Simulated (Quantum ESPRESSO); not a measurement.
**Band-structure run of Rh (part 3 of 3)**

Rh (Fm-3m, 1 atom in the cell); Kohn-Sham DFT of a periodic cell, PBEsol, spin-orbit coupling, PseudoDojo 0.4 FR PBEsol standard, no spin polarisation (Quantum ESPRESSO 7.5); cutoff 1197.3 eV, 12×12×12 k-mesh, fermi-dirac of 0.05 eV. The structure derives from an entry of the Crystallography Open Database.

Geometry of the input (Å; fractional positions):
```
0.0000  1.8979  1.8979
1.8979  0.0000  1.8979
1.8979  1.8979  0.0000
Rh 0.0000  0.0000  0.0000
```

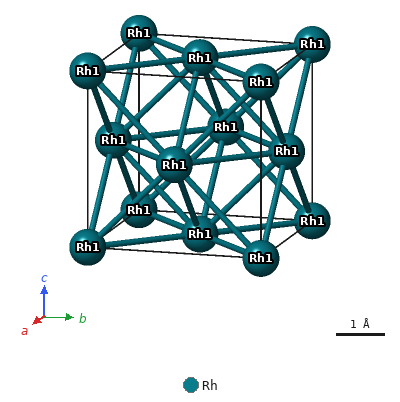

Fig. 1: The structure (ball-and-stick view of the cell 4 times as large as that of the calculation, set on its symmetry axes, seen slightly off an axis; atoms are numbered from 1 in the order of the input). An atom can appear more than once, as a periodic image.

**The program's output, continued**
```
   -55.9755 -55.9755 -26.7360 -26.7360 -22.9527 -22.9527 -22.6956 -22.6956
    16.6986  16.6986  17.1943  17.1943  21.6466  21.6466  22.5880  22.5880
    23.4237  23.4237  28.5852  28.5852  33.2594  33.2594  34.9520  34.9520
    37.5524  37.5524  44.8732  44.8732  49.2171  49.2171

          k =-0.7071 0.0000 0.0000 (  1298 PWs)   bands (ev):

   -55.9749 -55.9749 -26.7392 -26.7392 -22.9742 -22.9742 -22.6703 -22.6703
    16.2740  16.2740  16.6436  16.6436  23.2174  23.2174  23.5834  23.5834
    23.8374  23.8374  25.8598  25.8598  34.9836  34.9836  35.7697  35.7697
    36.2474  36.2474  45.6715  45.6715  45.9481  45.9481

          k = 0.2357 0.1179 0.0000 (  1294 PWs)   bands (ev):

   -56.0835 -56.0835 -26.4861 -26.4861 -22.5809 -22.5809 -22.4435 -22.4435
    16.2430  16.2430  18.7179  18.7179  19.9879  19.9879  20.3777  20.3777
    21.0875  21.0875  22.1879  22.1879  40.3013  40.3013  40.6917  40.6917
    43.8048  43.8048  45.3253  45.3253  49.1953  49.1953

          k = 0.2946 0.1768-0.0589 (  1301 PWs)   bands (ev):

   -56.0570 -56.0570 -26.5503 -26.5503 -22.6989 -22.6989 -22.4810 -22.4810
    17.0261  17.0261  18.6409  18.6409  19.7350  19.7350  20.5286  20.5286
    21.4243  21.4243  22.9061  22.9061  38.2300  38.2300  40.5392  40.5392
    43.6309  43.6309  44.9222  44.9222  49.3756  49.3756

          k = 0.3536 0.2357-0.1179 (  1288 PWs)   bands (ev):

   -56.0303 -56.0303 -26.6157 -26.6157 -22.8154 -22.8154 -22.5166 -22.5166
    17.2182  17.2182  19.3076  19.3076  19.4088  19.4088  20.3648  20.3648
    22.2464  22.2464  24.0161  24.0161  35.4406  35.4406  39.8166  39.8166
    42.3577  42.3577  45.5854  45.5854  48.9703  48.9703

          k =-0.2946-0.4125 0.5303 (  1282 PWs)   bands (ev):

   -56.0108 -56.0108 -26.6644 -26.6644 -22.8990 -22.8990 -22.5422 -22.5422
    17.0949  17.0949  19.0518  19.0518  20.0564  20.0564  20.4813  20.4813
    22.9339  22.9339  25.4374  25.4374  32.6631  32.6631  39.2012  39.2012
    41.7107  41.7107  44.3332  44.3332  50.1303  50.1303

          k =-0.2357-0.3536 0.4714 (  1278 PWs)   bands (ev):

   -56.0036 -56.0036 -26.6823 -26.6823 -22.9292 -22.9292 -22.5515 -22.5515
    17.0324  17.0324  18.9456  18.9456  20.0337  20.0337  20.8633  20.8633
    23.1666  23.1666  26.4019  26.4019  31.2005  31.2005  38.9763  38.9763
    41.6470  41.6470  43.4976  43.4976  50.8661  50.8661

          k = 0.3536 0.1179 0.0000 (  1295 PWs)   bands (ev):

   -56.0474 -56.0474 -26.5713 -26.5713 -22.7162 -22.7162 -22.5210 -22.5210
    17.2158  17.2158  18.0570  18.0570  19.9123  19.9123  21.1981  21.1981
    21.5910  21.5910  22.8944  22.8944  39.2415  39.2415  40.4235  40.4235
    42.4071  42.4071  43.7200  43.7200  49.7965  49.7965

          k = 0.4125 0.1768-0.0589 (  1285 PWs)   bands (ev):

   -56.0234 -56.0234 -26.6285 -26.6285 -22.8112 -22.8112 -22.5643 -22.5643
    17.5050  17.5050  18.1856  18.1856  19.5696  19.5696  21.2254  21.2254
    22.3644  22.3644  24.1657  24.1657  36.7241  36.7241  39.4796  39.4796
    40.9752  40.9752  44.7125  44.7125  49.2558  49.2558

          k =-0.2357-0.4714 0.5893 (  1286 PWs)   bands (ev):

   -56.0038 -56.0038 -26.6751 -26.6751 -22.8864 -22.8864 -22.6009 -22.6009
    17.4606  17.4606  18.5313  18.5313  19.5445  19.5445  20.9862  20.9862
    23.0265  23.0265  25.9943  25.9943  33.7041  33.7041  39.1262  39.1262
    39.9170  39.9170  44.2964  44.2964  49.9196  49.9196

          k =-0.1768-0.4125 0.5303 (  1281 PWs)   bands (ev):

   -55.9940 -55.9940 -26.6984 -26.6984 -22.9233 -22.9233 -22.6201 -22.6201
    17.5206  17.5206  18.5022  18.5022  19.8916  19.8916  20.7537  20.7537
    23.1441  23.1441  27.9251  27.9251  31.3334  31.3334  38.5637  38.5637
    39.8965  39.8965  43.6495  43.6495  50.4071  50.4071

          k =-0.1179-0.3536 0.4714 (  1280 PWs)   bands (ev):

   -55.9966 -55.9966 -26.6923 -26.6923 -22.9143 -22.9143 -22.6149 -22.6149
    17.6916  17.6916  18.5508  18.5508  19.7775  19.7775  20.7159  20.7159
    22.7854  22.7854  27.4759  27.4759  32.1821  32.1821  37.9761  37.9761
    40.4640  40.4640  44.1372  44.1372  49.6535  49.6535

          k =-0.0589-0.2946 0.4125 (  1287 PWs)   bands (ev):

   -56.0109 -56.0109 -26.6586 -26.6586 -22.8633 -22.8633 -22.5846 -22.5846
    17.9020  17.9020  18.8430  18.8430  19.0455  19.0455  20.8974  20.8974
    22.0780  22.0780  25.7719  25.7719  34.9654  34.9654  37.8758  37.8758
    41.1765  41.1765  45.7409  45.7409  47.8377  47.8377

          k = 0.0000-0.2357 0.3536 (  1290 PWs)   bands (ev):

   -56.0330 -56.0330 -26.6067 -26.6067 -22.7846 -22.7846 -22.5356 -22.5356
    17.8444  17.8444  18.3919  18.3919  19.3131  19.3131  21.0958  21.0958
    21.2853  21.2853  24.2178  24.2178  37.3976  37.3976  38.7346  38.7346
    42.2726  42.2726  45.4251  45.4251  48.2666  48.2666

          k = 0.4714 0.1179-0.0000 (  1293 PWs)   bands (ev):

   -56.0112 -56.0112 -26.6553 -26.6553 -22.8422 -22.8422 -22.6031 -22.6031
    17.2060  17.2060  17.4500  17.4500  20.6031  20.6031  22.2649  22.2649
    22.4797  22.4797  24.1475  24.1475  37.6682  37.6682  38.3451  38.3451
    39.5733  39.5733  44.8610  44.8610  47.3812  47.3812

          k =-0.1768-0.5303 0.6482 (  1283 PWs)   bands (ev):

   -55.9942 -55.9942 -26.6942 -26.6942 -22.8963 -22.8963 -22.6469 -22.6469
    17.2261  17.2261  17.6263  17.6263  20.3130  20.3130  22.0292  22.0292
    23.1073  23.1073  26.2042  26.2042  34.9785  34.9785  37.7610  37.7610
    38.2374  38.2374  45.1271  45.1271  48.8524  48.8524

          k =-0.1179-0.4714 0.5893 (  1280 PWs)   bands (ev):

   -55.9844 -55.9844 -26.7162 -26.7162 -22.9222 -22.9222 -22.6795 -22.6795
    17.3615  17.3615  18.0276  18.0276  19.9702  19.9702  21.6241  21.6241
    23.2616  23.2616  28.7030  28.7030  32.2210  32.2210  36.8118  36.8118
    38.4152  38.4152  44.6141  44.6141  50.5092  50.5092

          k =-0.0589-0.4125 0.5303 (  1280 PWs)   bands (ev):

   -55.9844 -55.9844 -26.7162 -26.7162 -22.9209 -22.9209 -22.6831 -22.6831
    17.7051  17.7051  18.4089  18.4089  19.5088  19.5088  21.3268  21.3268
    22.9120  22.9120  29.5112  29.5112  31.8877  31.8877  35.6808  35.6808
    39.5546  39.5546  44.4064  44.4064  50.0653  50.0653

          k = 0.0000-0.3536 0.4714 (  1283 PWs)   bands (ev):

   -55.9941 -55.9941 -26.6951 -26.6951 -22.8997 -22.8997 -22.6481 -22.6481
    18.1979  18.1979  18.6752  18.6752  18.8544  18.8544  21.2197  21.2197
    22.3384  22.3384  27.6056  27.6056  34.7240  34.7240  35.1226  35.1226
    40.5999  40.5999  45.0195  45.0195  48.5391  48.5391

          k =-0.1179-0.5893 0.7071 (  1286 PWs)   bands (ev):

   -55.9846 -55.9846 -26.7160 -26.7160 -22.9303 -22.9303 -22.6645 -22.6645
    16.7391  16.7391  17.0372  17.0372  21.6784  21.6784  22.8864  22.8864
    23.2793  23.2793  26.1725  26.1725  35.8647  35.8647  36.3992  36.3992
    36.8608  36.8608  45.8006  45.8006  46.9275  46.9275

          k =-0.0589-0.5303 0.6482 (  1286 PWs)   bands (ev):

   -55.9774 -55.9774 -26.7313 -26.7313 -22.9406 -22.9406 -22.6986 -22.6986
    16.8938  16.8938  17.3247  17.3247  21.0870  21.0870  22.4079  22.4079
    23.5129  23.5129  28.4636  28.4636  33.7429  33.7429  35.4146  35.4146
    36.8192  36.8192  45.6603  45.6603  49.2149  49.2149

          k =-0.0000-0.4714 0.5893 (  1277 PWs)   bands (ev):

   -55.9773 -55.9773 -26.7307 -26.7307 -22.9304 -22.9304 -22.7133 -22.7133
    17.2324  17.2324  17.9025  17.9025  20.2387  20.2387  21.8760  21.8760
    23.2721  23.2721  30.7175  30.7175  31.5776  31.5776  34.7075  34.7075
    38.0665  38.0665  45.0393  45.0393  51.1625  51.1625

          k =-0.7071 0.1179-0.0000 (  1288 PWs)   bands (ev):

   -55.9749 -55.9749 -26.7381 -26.7381 -22.9617 -22.9617 -22.6873 -22.6873
    16.5335  16.5335  16.8921  16.8921  22.2483  22.2483  22.8867  22.8867
    23.7100  23.7100  27.4811  27.4811  34.6941  34.6941  35.4642  35.4642
    35.8941  35.8941  46.1327  46.1327  47.0747  47.0747

          k =-0.2357-0.4714 0.7071 (  1278 PWs)   bands (ev):

   -56.0039 -56.0039 -26.6727 -26.6727 -22.8683 -22.8683 -22.6212 -22.6212
    17.9486  17.9486  18.0171  18.0171  19.2440  19.2440  21.8137  21.8137
    22.2708  22.2708  25.9406  25.9406  36.0986  36.0986  36.7792  36.7792
    39.7786  39.7786  46.2853  46.2853  47.6886  47.6886

          k =-0.1768-0.4125 0.6482 (  1281 PWs)   bands (ev):

   -55.9896 -55.9896 -26.7046 -26.7046 -22.9062 -22.9062 -22.6671 -22.6671
    17.9393  17.9393  18.2691  18.2691  19.1554  19.1554  21.4796  21.4796
    22.8930  22.8930  27.9709  27.9709  33.4414  33.4414  36.6095  36.6095
    38.6339  38.6339  45.9302  45.9302  48.5399  48.5399

          k =-0.1179-0.3536 0.5893 (  1280 PWs)   bands (ev):

   -55.9844 -55.9844 -26.7162 -26.7162 -22.9192 -22.9192 -22.6848 -22.6848
    18.0091  18.0091  18.1799  18.1799  19.3243  19.3243  21.2574  21.2574
    23.1377  23.1377  29.8005  29.8005  31.2507  31.2507  37.2135  37.2135
    37.7144  37.7144  45.4705  45.4705  49.3078  49.3078

          k =-0.1179-0.4714 0.7071 (  1279 PWs)   bands (ev):

   -55.9826 -55.9826 -26.7192 -26.7192 -22.9164 -22.9164 -22.6965 -22.6965
    17.3982  17.3982  17.7298  17.7298  19.9697  19.9697  22.0893  22.0893
    23.2563  23.2563  28.2541  28.2541  34.8920  34.8920  35.1342  35.1342
    36.9324  36.9324  46.7765  46.7765  48.6015  48.6015

          k =-0.0589-0.4125 0.6482 (  1278 PWs)   bands (ev):

   -55.9773 -55.9773 -26.7299 -26.7299 -22.9167 -22.9167 -22.7292 -22.7292
    17.5544  17.5544  18.1991  18.1991  19.4810  19.4810  21.6285  21.6285
    23.4806  23.4806  30.6008  30.6008  32.3879  32.3879  35.1885  35.1885
    36.3410  36.3410  46.8983  46.8983  49.4078  49.4078

          k = 0.0000-0.3536 0.5893 (  1279 PWs)   bands (ev):

   -55.9799 -55.9799 -26.7244 -26.7244 -22.9125 -22.9125 -22.7192 -22.7192
    17.8016  17.8016  18.6870  18.6870  18.8375  18.8375  21.4829  21.4829
    23.2490  23.2490  30.0439  30.0439  33.0186  33.0186  34.6228  34.6228
    37.4169  37.4169  46.8742  46.8742  48.6364  48.6364

          k =-0.7071 0.2357 0.0000 (  1280 PWs)   bands (ev):

   -55.9748 -55.9748 -26.7359 -26.7359 -22.9304 -22.9304 -22.7276 -22.7276
    17.1677  17.1677  17.6256  17.6256  20.3913  20.3913  22.0202  22.0202
    23.6989  23.6989  29.9060  29.9060  34.1694  34.1694  34.2912  34.2912
    35.5010  35.5010  46.9310  46.9310  50.2492  50.2493

          k =-0.7071 0.3536 0.0000 (  1256 PWs)   bands (ev):

   -55.9747 -55.9747 -26.7348 -26.7348 -22.9087 -22.9087 -22.7537 -22.7537
    17.5867  17.5867  18.7849  18.7849  18.8370  18.8370  21.4813  21.4813
    23.6974  23.6974  32.0918  32.0918  32.4977  32.4977  33.9547  33.9547
    35.3819  35.3819  48.5802  48.5802  48.6226  48.6226

     the Fermi energy is    22.7217 ev

!    total energy              =    -234.41751691 Ry
     estimated scf accuracy    <          3.3E-12 Ry
     smearing contrib. (-TS)   =      -0.00058461 Ry
     internal energy E=F+TS    =    -234.41693230 Ry

     The total energy is F=E-TS. E is the sum of the following terms:
     one-electron contribution =     -49.51825156 Ry
     hartree contribution      =      37.44823716 Ry
     xc contribution           =     -37.61864442 Ry
     ewald contribution        =    -184.72827348 Ry

     convergence has been achieved in   9 iterations

     Forces acting on atoms (cartesian axes, Ry/au):

     atom    1 type  1   force =     0.00000000    0.00000000    0.00000000

     Total force =     0.000000     Total SCF correction =     0.000000

     Computing stress (Cartesian axis) and pressure

          total   stress  (Ry/bohr**3)                   (kbar)     P=      -26.55
  -0.00018052   0.00000000   0.00000000          -26.55        0.00        0.00
   0.00000000  -0.00018052   0.00000000            0.00      -26.55        0.00
   0.00000000   0.00000000  -0.00018052            0.00        0.00      -26.55

=------------------------------------------------------------------------------=
   JOB DONE.
=------------------------------------------------------------------------------=
```

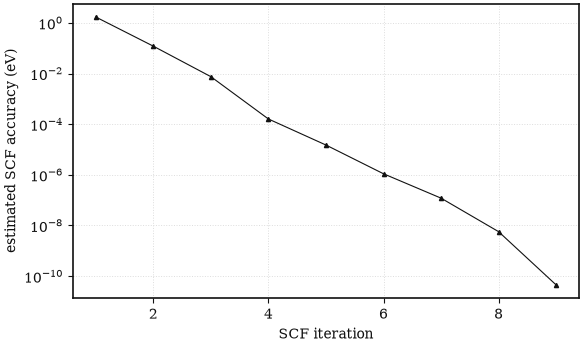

Fig. 2: Convergence of the self-consistent field: estimated SCF accuracy against the iteration. The field takes 9 iterations in all.

**Results in brief**

| quantity | value |
| --- | --- |
| outcome | converged |
| space group (tolerance 0.01 Å) | Fm-3m (225) |
| electrons treated | 17 |
| free energy | −3189.4128 eV |
| Fermi energy | 22.722 eV |
| gap on the k-point mesh | none (metallic) |
| pressure | −2.66 GPa |
| largest force (length of the vector) | under 0.001 eV/Å |
| wall time | 33 s (CPU time 66 s) |
| peak memory | 0.24 GiB |
